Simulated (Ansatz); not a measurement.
The structure in question:

```
Ti Si
1.0
     6.25826    0.00000    0.00000
     0.00000    3.51377    0.00000
     0.00000    0.00000    4.81488
Ti Si
4 4
Cartesian
  4.2313 0.8784 1.7843
  2.0270 2.6353 3.0306
  5.1561 2.6353 4.1918
  1.1022 0.8784 0.6231
  3.4053 0.8784 4.1101
  2.8530 2.6353 0.7048
  5.9821 2.6353 1.7027
  0.2761 0.8784 3.1122
```

What would you see if this were drawn?

The structure is one of TiSi. It takes space group Pnma (No. 62) on a primitive orthorhombic lattice. In the cell are 4 Ti, 4 Si, which makes 4 formula units. Each Ti has seven Si at 2.47 to 2.66 Å. Each Si atom is coordinated by seven Ti and two Si (2.47 to 2.66 Å to Ti, 2.32 Å to Si). Not all metal-metal contacts are counted. The bonds build a three-dimensional framework.

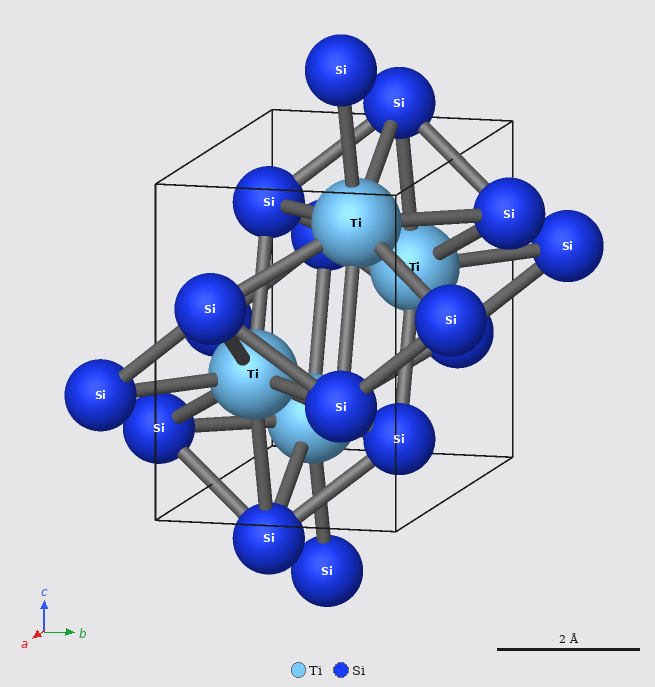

A ball-and-stick rendering, viewed slightly off an axis. The parallelepiped is the conventional unit cell. Some neighbours outside the box are added.

It derives from a structure listed in the Materials Project. The cell was then strained or its atoms displaced on purpose. An electronic-structure calculation with Ansatz was run on it.

At this level of theory the cell isn't at rest (compressed, at 17 GPa), so its distances can differ from those at equilibrium, the more so the softer the solid.
